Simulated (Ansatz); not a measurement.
# Electron scattering at the Σ5 (210) boundary in fcc Ni, part 3 of 3

Aim: the relaxed structure and the specific resistance of the Σ5 (210) boundary in fcc Ni.

Ansatz 0.2.0; Ansatz plane-wave DFT, PBE, PAW files, collinear spin; relaxation of a bicrystal slab with its lowest layers held; PAW set soft_1 (the session's first sound run).

So far. Step 2 (Relaxing the bicrystal): The largest force component on a free atom ends at 0.0062 eV/Å, under the tolerance of 0.03, after 11 steps. Step 3 (Transmission across the boundary): Nearest the Fermi level spin up passes 1.66 of 1.82 channels of the lower lead and spin down 2.66 of 4.78.

### 4. Specific resistance

This step: Ansatz plane-wave DFT, PBE, PAW files, collinear spin; ballistic transport by layer matching (Landauer), zero bias; specific resistance of the boundary; PAW set soft_1 (Ansatz 0.2.0).

This step gave:

| Item | Value |
| --- | --- |
| area resistance | 0.1369 fΩ m² |
| T over the leads' mean channel count | 0.6484 |
| spin asymmetry γ | 0.5639 (R down - R up) / (R down + R up) |

Averaged over the energies near the Fermi level, 64.8 % of the channels pass, which makes 0.137 fΩ m².

By hand, with means over the energies near the Fermi level: RA per spin = A (h/e²)(1/T − ½[1/N₁ + 1/N₂]); spin up: 13.88×10⁻²⁰ m² × 25 813 Ω × (1/1.652 − ½[1/1.796 + 1/1.796]) = 0.175 fΩ m²; spin down: 13.88×10⁻²⁰ m² × 25 813 Ω × (1/2.592 − ½[1/4.745 + 1/4.751]) = 0.628 fΩ m². The spins conduct in parallel, so 1/RA = 1/0.175 + 1/0.628 and RA = 0.137 fΩ m²; γ = (0.628 − 0.175)/(0.628 + 0.175) = 0.56.

### 5. Single-crystal slab for reference

This step: Ansatz plane-wave DFT, PBE, PAW files, collinear spin; relaxation of a single-crystal slab with its lowest layers held; PAW set soft_1 (Ansatz 0.2.0).

System of this step: Ni slab, plane (2, 1, 0). The cell holds 24 atoms: 24 Ni. Its edges and angles: a = 4.316 Å, b = 3.524 Å, c = 29.124 Å, α = 90.0°, β = 90.0°, γ = 65.9°. It derives from Ni. Vacuum lies along c.

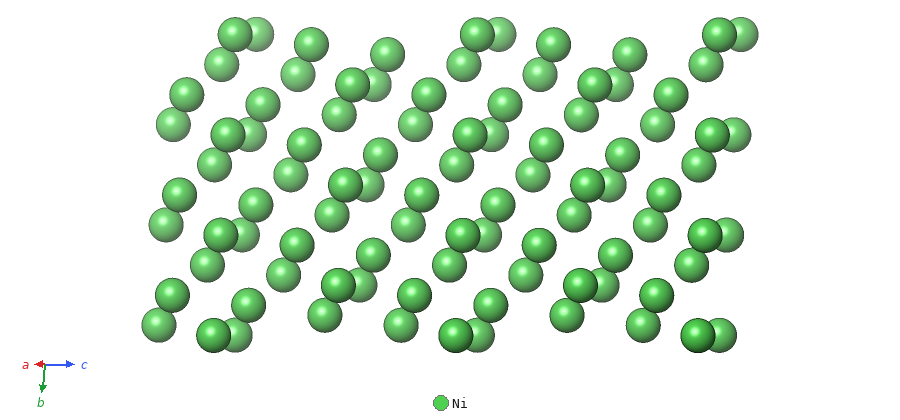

The cell of this step (nickel green). 1×3×1 cells are drawn. Some periodic images of atoms are drawn too.

Input file input.yaml:

```yaml
crystal:
  lattice:
    - [4.3160009268, 0.0, 0.0]
    - [1.4386669756, 3.2169571544, 0.0]
    - [0.0, 0.0, 29.1237781719]
  atoms:
    - { symbol: Ni, position: [0.2, 0.8999999999, 0.171681022], spin: 1.0 }
    - { symbol: Ni, position: [0.8, 0.5999999999, 0.1987376199], spin: 1.0 }
    - { symbol: Ni, position: [0.4, 0.2999999999, 0.2257942178], spin: 1.0 }
    - { symbol: Ni, position: [0.0, 0.9999999999, 0.2528508157], spin: 1.0 }
    - { symbol: Ni, position: [0.6, 0.6999999999, 0.2799074136], spin: 1.0 }
    - { symbol: Ni, position: [0.2, 0.3999999999, 0.3069640115], spin: 1.0 }
    - { symbol: Ni, position: [0.8, 0.0999999999, 0.3340206094], spin: 1.0 }
    - { symbol: Ni, position: [0.4, 0.7999999999, 0.3610772073], spin: 1.0 }
    - { symbol: Ni, position: [0.0, 0.4999999999, 0.3881338052], spin: 1.0 }
    - { symbol: Ni, position: [0.6, 0.1999999999, 0.4151904031], spin: 1.0 }
    - { symbol: Ni, position: [0.2, 0.8999999999, 0.442247001], spin: 1.0 }
    - { symbol: Ni, position: [0.8, 0.5999999999, 0.4693035989], spin: 1.0 }
    - { symbol: Ni, position: [0.4, 0.2999999999, 0.4963601968], spin: 1.0 }
    - { symbol: Ni, position: [0.0, 0.9999999999, 0.5234167947], spin: 1.0 }
    - { symbol: Ni, position: [0.6, 0.6999999999, 0.5504733926], spin: 1.0 }
    - { symbol: Ni, position: [0.2, 0.4, 0.5775299905], spin: 1.0 }
    - { symbol: Ni, position: [0.8, 0.1, 0.6045865883], spin: 1.0 }
    - { symbol: Ni, position: [0.4, 0.8, 0.6316431862], spin: 1.0 }
    - { symbol: Ni, position: [0.0, 0.5, 0.6586997841], spin: 1.0 }
    - { symbol: Ni, position: [0.6, 0.2, 0.685756382], spin: 1.0 }
    - { symbol: Ni, position: [0.2, 0.9, 0.7128129799], spin: 1.0 }
    - { symbol: Ni, position: [0.8, 0.6, 0.7398695778], spin: 1.0 }
    - { symbol: Ni, position: [0.4, 0.3, 0.7669261757], spin: 1.0 }
    - { symbol: Ni, position: [0.0, 0.0, 0.7939827736], spin: 1.0 }
magnetization:
  spin_polarized: true
kpoints:
  mp_grid: { grid: [7, 7, 1] }
hamiltonian:
  xc: pbe
  pseudopotentials: { kind: paw, azcp: { folder: soft_1 } }
scf:
  occupations: { method: fermi_dirac, width: 0.1 }
relax:
  f_tol: 0.03
  max_steps: 80
  constraints: [{ sites: [0, 1, 2, 3] }]
```

Command:

```sh
$ ansatz run input.yaml --threads 4 --pin off --max-ram 15360MiB --backend cpu --events-out ev --progress --plain --runs-dir out
```

Numbers of over 12 decimals in the logs are rounded to 6 here.

The program printed:

```text
Warning: crystal.symmetry: narrowed to the stabiliser of the relax constraints — unitary ops 4 → 2; lowered at sites 0, 1, 2, 3, 20, 21, 22, 23 (the operations that carried what is held of a site onto what its image site leaves free; the constrained walk keeps no symmetry that its constraints do not admit)
[...]
Crystal: 24 atoms, lattice volume = 404.366 Å³
Basis set: ecut = 420 eV, 7829 PW (Γ), exchange–correlation on 60×48×400 points (8 copies of the dense FFT grid, shifted against one another)
Bands: 274, of which v1, the nominal top of the filled ones, is band 216 counted from 1 (215 counted from 0)
Symmetry: 2 space group operations
k-points: 16 of 49 (time reversal used)
[...]
Starting moments: Σ|m| = 24 μB on 24 of 24 sites
[...]
SCF iter   1: F=—  HF=-140132.346954 eV  |F-HF|=—  |Δ(HF+E_count)|=         —  Δρ=3.79e-2 (↑2.30e-2 ↓3.79e-2)  dr2=3.22e1  dr2_m=5.30e-1  M=21.563 μB ∫|m|=22.865 μB  β_m=0.30  ethr=3.10e-3  ⟨swp⟩=6.8  Hψ=35342  notcnv=0  defer=293
[...]
SCF iter  16: F=-140149.747233 eV  HF=-140149.747242 eV  |F-HF|=8.34e-6  |Δ(HF+E_count)|=   6.42e-7  Δρ=1.88e-5 (↑6.72e-6 ↓1.88e-5)  dr2=8.58e-6  dr2_m=1.75e-7  M=15.546 μB ∫|m|=17.713 μB  ethr=5.21e-9  ⟨swp⟩=2.4  Hψ=22268  notcnv=0
SCF 1 converged in 16 iterations: F = -140149.747233 eV  dr2 = 8.58e-6
[...]
relax step   1: F+E_penalty+E_count = -140149.74723327 eV  Δ(F+E_penalty+E_count) = +0.000e0 eV  max|allowed force component| = 8.011e-1 eV/Å  Δτ_max = 0.0000 Å  (16 SCF iters, dr2 threshold 2.25e-5 eV, accepted)
[...]
SCF iter   9: F=-140149.787345 eV  HF=-140149.787360 eV  |F-HF|=1.43e-5  |Δ(HF+E_count)|=   6.00e-8  Δρ=2.04e-5 (↑5.37e-6 ↓2.04e-5)  dr2=1.47e-5  dr2_m=3.48e-7  M=15.526 μB ∫|m|=17.688 μB  ethr=1.06e-9  ⟨swp⟩=1.8  Hψ=24115  notcnv=0
SCF 2 converged in 9 iterations: F = -140149.787345 eV  dr2 = 1.47e-5
[...]
relax step   2: F+E_penalty+E_count = -140149.78734525 eV  Δ(F+E_penalty+E_count) = -4.011e-2 eV  max|allowed force component| = 4.955e-1 eV/Å  Δτ_max = 0.0652 Å  (9 SCF iters, dr2 threshold 4.01e-5 eV, accepted)
SCF iter   1: F=—  HF=-140149.822329 eV  |F-HF|=—  |Δ(HF+E_count)|=         —  Δρ=3.42e-3 (↑1.41e-3 ↓3.42e-3)  dr2=2.70e-1  dr2_m=8.71e-3  M=15.510 μB ∫|m|=17.657 μB  β_m=0.30  ethr=4.40e-4  ⟨swp⟩=5.3  Hψ=18889  notcnv=0  defer=1019
[...]
SCF iter  11: F=-140149.811351 eV  HF=-140149.811352 eV  |F-HF|=1.19e-6  |Δ(HF+E_count)|=   3.18e-7  Δρ=1.24e-5 (↑6.86e-6 ↓1.24e-5)  dr2=1.27e-6  dr2_m=6.43e-8  M=15.496 μB ∫|m|=17.649 μB  ethr=1.43e-9  ⟨swp⟩=2.2  Hψ=24599  notcnv=0
SCF 3 converged in 11 iterations: F = -140149.811351 eV  dr2 = 1.27e-6
relax step   3: F+E_penalty+E_count = -140149.81135115 eV  Δ(F+E_penalty+E_count) = -2.401e-2 eV  max|allowed force component| = 7.128e-2 eV/Å  Δτ_max = 0.0994 Å  (11 SCF iters, dr2 threshold 1.53e-5 eV, accepted)
[...]
relax step   4: F+E_penalty+E_count = -140149.81162253 eV  Δ(F+E_penalty+E_count) = -2.714e-4 eV  max|allowed force component| = 4.166e-2 eV/Å  Δτ_max = 0.0162 Å  (18 SCF iters, accepted)
SCF iter   1: F=—  HF=-140149.812185 eV  |F-HF|=—  |Δ(HF+E_count)|=         —  Δρ=2.08e-4 (↑1.37e-4 ↓2.08e-4)  dr2=3.39e-4  dr2_m=5.56e-5  M=15.498 μB ∫|m|=17.652 μB  β_m=0.65  ethr=8.71e-7  ⟨swp⟩=3.4  Hψ=16219  notcnv=0  defer=1119
[...]
SCF iter   8: F=-140149.811961 eV  HF=-140149.811961 eV  |F-HF|=8.89e-8  |Δ(HF+E_count)|=   6.23e-9  Δρ=3.31e-6 (↑2.38e-6 ↓3.31e-6)  dr2=9.98e-8  dr2_m=5.12e-9  M=15.498 μB ∫|m|=17.652 μB  ethr=2.31e-11  ⟨swp⟩=2.9  Hψ=30082  notcnv=0
SCF 5 converged in 8 iterations: F = -140149.811961 eV  dr2 = 9.98e-8
relax step   5: F+E_penalty+E_count = -140149.81196097 eV  Δ(F+E_penalty+E_count) = -3.384e-4 eV  max|allowed force component| = 2.781e-3 eV/Å  Δτ_max = 0.0070 Å  (8 SCF iters, accepted)
SCF converged after 8 iterations
Magnetization: 15.4976 μB (223.7488 up, 208.2512 down)
Absolute magnetization: 17.6763 μB (∫|ρ↑−ρ↓|, with the PAW one-centre terms)
[...]
Per-site moments (μB) at R_I (Å): [(0.822567, 1.027886), (0.742265, 1.027266), (0.666666, 1.026322), (0.669726, 1.023631), (0.681254, 1.025243), (0.676239, 1.025138), (0.648840, 1.023631), (0.666272, 1.025243), (0.669498, 1.025138), (0.649619, 1.026511), (0.655188, 1.026089), (0.661979, 1.025306), (0.661186, 1.026016), (0.652882, 1.026143), (0.650015, 1.025950), (0.672286, 1.026016), (0.664743, 1.022153), (0.646031, 1.022691), (0.676956, 1.023874), (0.677825, 1.021789), (0.670094, 0.980680), (0.667541, 0.989870), (0.734355, 1.012228), (0.807818, 0.980680)]
Free energy (F): -140149.811961 eV
[...]
Internal energy: -140148.469443 eV  (E = F + TS)
E sigma→0 (E₀):  -140149.140702 eV
Entropy (-TS):   -1.342518 eV (-55.938 meV/atom)
Fermi energy:    10.050773 eV
[...]
--- Forces (eV/Å), atoms counted from 1 ---
  atom   1  Ni    -0.04252305     0.01901689     0.79926217
  atom   2  Ni     0.05392381    -0.02411546     0.00747833
  atom   3  Ni     0.02090376    -0.00934844    -0.49850653
  atom   4  Ni    -0.03094207     0.01383771    -0.30812029
  atom   5  Ni    -0.00024391     0.00010908    -0.00028367
  atom   6  Ni     0.00004885    -0.00002184     0.00017463
  atom   7  Ni     0.00001587    -0.00000710    -0.00019432
  atom   8  Ni     0.00006750    -0.00003018     0.00003226
  atom   9  Ni    -0.00012280     0.00005492     0.00014549
  atom  10  Ni    -0.00012263     0.00005484    -0.00010472
  atom  11  Ni     0.00020719    -0.00009266    -0.00001381
  atom  12  Ni    -0.00021519     0.00009623     0.00000166
  atom  13  Ni    -0.00037559     0.00016797    -0.00016623
  atom  14  Ni     0.00021021    -0.00009401     0.00028275
  atom  15  Ni     0.00012557    -0.00005616    -0.00034803
  atom  16  Ni    -0.00053403     0.00023882     0.00064355
  atom  17  Ni     0.00123418    -0.00055194     0.00050833
  atom  18  Ni    -0.00273015     0.00122096     0.00019576
  atom  19  Ni     0.00117292    -0.00052454    -0.00019485
  atom  20  Ni     0.00057730    -0.00025818     0.00026117
  atom  21  Ni     0.00076261    -0.00034105    -0.00175216
  atom  22  Ni    -0.00118731     0.00053098    -0.00132474
  atom  23  Ni    -0.00219209     0.00098033     0.00278117
  atom  24  Ni     0.00191580    -0.00085677    -0.00072564
  max |Σ_I F_I| component: 3.23e-5 eV/Å
--- Relaxed structure (5 steps of the walk, 5 accepted, 0 SCFs on fresh bases) ---
  F+E_penalty+E_count = -140149.81196097 eV   max|allowed force component| = 2.781e-3 eV/Å
  atoms:
    - { symbol: Ni, position: [0.200000, 0.900000, 0.171681] }
    - { symbol: Ni, position: [0.800000, 0.600000, 0.198738] }
    - { symbol: Ni, position: [0.4, 0.300000, 0.225794] }
    - { symbol: Ni, position: [5.551115123125783e-17, 1.000000, 0.252851] }
    - { symbol: Ni, position: [0.598657, 0.700671, 0.279792] }
    - { symbol: Ni, position: [0.199802, 0.400099, 0.306919] }
    - { symbol: Ni, position: [0.800729, 0.099636, 0.333680] }
    - { symbol: Ni, position: [0.400503, 0.799749, 0.360813] }
    - { symbol: Ni, position: [0.000273493, 0.499863, 0.387869] }
    - { symbol: Ni, position: [0.600277, 0.199861, 0.414834] }
    - { symbol: Ni, position: [0.200132, 0.899934, 0.441809] }
    - { symbol: Ni, position: [0.799871, 0.600064, 0.468794] }
    - { symbol: Ni, position: [0.399488, 0.300256, 0.495867] }
    - { symbol: Ni, position: [-0.000699235, 1.000350, 0.522843] }
    - { symbol: Ni, position: [0.599189, 0.700406, 0.549763] }
    - { symbol: Ni, position: [0.198958, 0.400521, 0.576849] }
    - { symbol: Ni, position: [0.798775, 0.100613, 0.603836] }
    - { symbol: Ni, position: [0.398438, 0.800781, 0.630868] }
    - { symbol: Ni, position: [-0.00127382, 0.500637, 0.657942] }
    - { symbol: Ni, position: [0.601211, 0.199394, 0.684612] }
    - { symbol: Ni, position: [0.200028, 0.899986, 0.711654] }
    - { symbol: Ni, position: [0.792238, 0.603881, 0.740189] }
    - { symbol: Ni, position: [0.395800, 0.302100, 0.764997] }
    - { symbol: Ni, position: [-0.000941414, 0.000470707, 0.788625] }
```

Elapsed: 9.8 min, on 4 threads of Intel Xeon 6975P-C (Granite Rapids), shared host; peak memory 3.9 GiB.

Relaxation path:

| step | energy less that of the first step (eV) | largest force component (eV/Å) |
| --- | --- | --- |
| 1 | 0.0000 | 0.8011 |
| 2 | -0.0401 | 0.4955 |
| 3 | -0.0641 | 0.0713 |
| 4 | -0.0644 | 0.0417 |
| 5 | -0.0647 | 0.0028 |

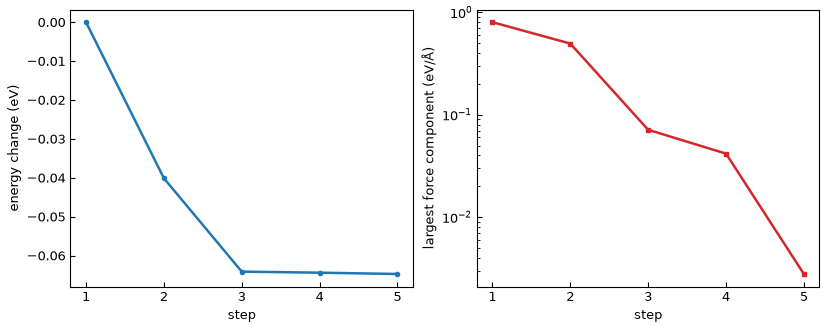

Energy and largest force along the relaxation.

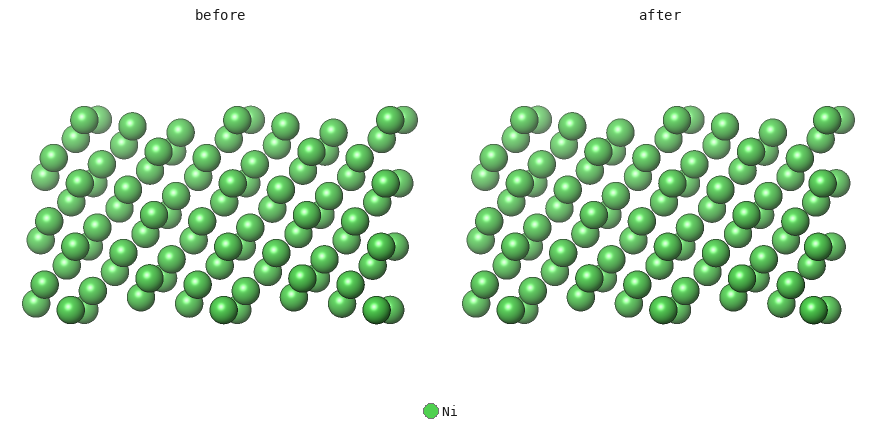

The structure before and after the relaxation, drawn at the same scale.

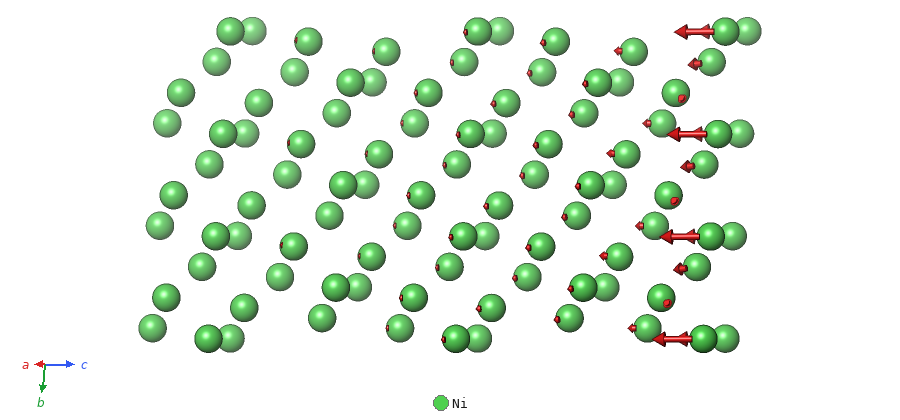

Displacements in the relaxation, exaggerated; the longest in the cell stands for 0.16 Å. 1×3×1 cells are drawn. Some periodic images of atoms are drawn too.

The atoms that moved most (Å):

| atom | dx | dy | dz | length |
| --- | --- | --- | --- | --- |
| Ni24 | -0.003 | 0.002 | -0.156 | 0.156 |
| Ni23 | -0.015 | 0.007 | -0.056 | 0.059 |
| Ni21 | 0.000 | 0.000 | -0.034 | 0.034 |
| Ni20 | 0.004 | -0.002 | -0.033 | 0.034 |
| Ni22 | -0.028 | 0.012 | 0.009 | 0.032 |
| Ni18 | -0.006 | 0.003 | -0.023 | 0.023 |
| Ni19 | -0.005 | 0.002 | -0.022 | 0.023 |
| Ni17 | -0.004 | 0.002 | -0.022 | 0.022 |

The relaxed structure:

```xyz
24
Lattice="4.3160 0.0000 0.0000 1.4387 3.2170 0.0000 0.0000 0.0000 29.1238" Properties=species:S:1:pos:R:3
Ni    2.1580    2.8953    5.0000
Ni    4.3160    1.9302    5.7880
Ni    2.1580    0.9651    6.5760
Ni    1.4387    3.2170    7.3640
Ni    3.5918    2.2540    8.1486
Ni    1.4380    1.2871    8.9386
Ni    3.5993    0.3205    9.7180
Ni    2.8791    2.5728   10.5082
Ni    0.7203    1.6080   11.2962
Ni    2.8783    0.6429   12.0815
Ni    2.1585    2.8950   12.8671
Ni    4.3155    1.9304   13.6530
Ni    2.1562    0.9659   14.4415
Ni    1.4362    3.2181   15.2272
Ni    3.5937    2.2532   16.0112
Ni    1.4349    1.2885   16.8000
Ni    3.5923    0.3237   17.5860
Ni    2.8717    2.5761   18.3733
Ni    0.7148    1.6105   19.1618
Ni    2.8817    0.6414   19.9385
Ni    2.1581    2.8952   20.7261
Ni    4.2881    1.9427   21.5571
Ni    2.1429    0.9718   22.2796
Ni   -0.0034    0.0015   22.9677
```

This step gave:

| Item | Value |
| --- | --- |
| free energy | -140149.8120 eV |
| energy at zero smearing | -140149.1407 eV |
| Fermi energy | 10.05 eV |
| magnetization | 15.50 μB |
| absolute magnetization | 17.68 μB |

The largest force component on a free atom ends at 0.0028 eV/Å, under the tolerance of 0.03, after 5 steps.

### 6. Bulk reference

This step: Ansatz plane-wave DFT, PBE, PAW files, collinear spin; bulk reference; PAW set soft_1 (Ansatz 0.2.0).

System of this step: Ni. The structure is cubic, space group Fm-3m (No. 225). Conventional cell: a = 3.524 Å, b = 3.524 Å, c = 3.524 Å, α = 90.00°, β = 90.00°, γ = 90.00°. Ni has 12 Ni at 2.49 Å nearest.

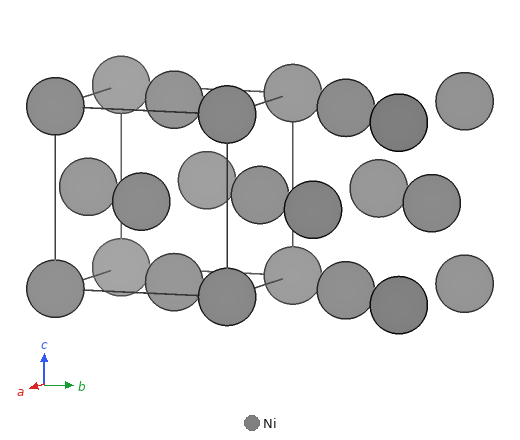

The cell of this step (nickel grey). 1×2×1 conventional cells are drawn. Some periodic images of atoms are drawn too.

input.yaml, the sections that differ from step 5:

```yaml
crystal:
  lattice:
    - [0.0, 1.762, 1.762]
    - [1.762, 0.0, 1.762]
    - [1.762, 1.762, 0.0]
  atoms:
    - { symbol: Ni, position: [0.0, 0.0, 0.0], spin: 1.0 }
kpoints:
  mp_grid: { grid: [21, 21, 21] }
# magnetization, hamiltonian, scf: as in step 5
# relax: removed
```

The program printed:

```text
[...]
Crystal: 1 atoms, lattice volume = 10.941 Å³
Basis set: ecut = 420 eV, 181 PW (Γ)
Bands: 14, of which v1, the nominal top of the filled ones, is band 9 counted from 1 (8 counted from 0)
Symmetry: 48 space group operations
[...]
k-points: 286 of 9261
[...]
Starting moments: Σ|m| = 1 μB on 1 of 1 site
[...]
SCF iter   1: F=—  HF=-5839.121648 eV  |F-HF|=—  |Δ(HF+E_count)|=         —  Δρ=5.33e-2 (↑5.14e-2 ↓5.33e-2)  dr2=6.62e-1  dr2_m=8.32e-3  M=0.821 μB ∫|m|=0.879 μB  β_m=0.30  ethr=3.10e-3  ⟨swp⟩=3.4  Hψ=35325  notcnv=0
[...]
SCF iter  11: F=-5839.751766 eV  HF=-5839.751766 eV  |F-HF|=7.12e-10  |Δ(HF+E_count)|=   2.64e-9  Δρ=2.24e-6 (↑1.50e-6 ↓2.24e-6)  dr2=8.64e-10  dr2_m=1.63e-11  M=0.624 μB ∫|m|=0.713 μB  ethr=4.68e-12  ⟨swp⟩=1.0  Hψ=23670  notcnv=0
SCF 1 converged in 11 iterations: F = -5839.751766 eV  dr2 = 8.64e-10
[...]
SCF converged after 11 iterations
Magnetization: 0.6244 μB (9.3122 up, 8.6878 down)
Absolute magnetization: 0.7139 μB (∫|ρ↑−ρ↓|, with the PAW one-centre terms)
[...]
Per-site moments (μB) at R_I (Å): [(0.662368, 1.027886)]
Free energy (F): -5839.751766 eV
[...]
Internal energy: -5839.697746 eV  (E = F + TS)
E sigma→0 (E₀):  -5839.724756 eV
Entropy (-TS):   -0.054020 eV (-54.020 meV/atom)
Fermi energy:    17.818625 eV
[...]
```

The job ended after 1.3 s (4 threads; peak memory 0.38 GiB).

Numbers from this step:

```
free energy             : -5839.7518 eV
energy at zero smearing : -5839.7248 eV
Fermi energy            : 17.82 eV
magnetization           : 0.6244 μB
absolute magnetization  : 0.7139 μB
site moments            : 0.6624 μB
```

The cell carries a net spin moment of 0.62 μB and an absolute one of 0.71 μB.

### 7. Boundary energy

This step: Ansatz plane-wave DFT, PBE, PAW files, collinear spin; bicrystal less single-crystal slab less bulk atoms, a boundary area; PAW set soft_1 (Ansatz 0.2.0).

Numbers from this step:

```yaml
excess_energy_of_the_cell: 1.132 eV
boundary_energy: 1.307 J/m²
```

The boundary costs 1.3 J/m².

By hand: 1.13 eV / 13.88 Å² × 16.02 = 1.31 J/m².

### 8. Outcome

```
specific resistance of the boundary : 0.137 fΩ m²
share of channels that pass         : 0.648
boundary energy                     : 1.31 J/m²
```

**Reading.** The boundary has a specific resistance of 0.14 fΩ m² and an energy of 1.3 J/m². The boundary reflects 35 % of the channels; 0.14 fΩ m² is 1.4×10⁻¹² Ω·cm². That equals the resistance of 1.9 nm of bulk Ni at 300 K (measured 7.2 µΩ cm, CRC Handbook of Chemistry and Physics, 84th ed., 2003, Electrical Resistivity of Pure Metals). In the relaxation the upper grain slid sideways by about 0.8 Å, so the result belongs to the position that it found, not to the starting one. One starting structure was relaxed; another shift or atom count at the boundary may lie lower. One magnetic start was tried, and the two spins conduct in parallel without mixing.

[Logs are printed without paths, hosts, clocks, repeated set-up lines and the standing remarks that a program may print on its own settings, such as how far it seeks lower states.]

[Hosts, paths, dates, database ids (printed as entryN), source tags and the programs' standing remarks are cut or masked in the printed files.]
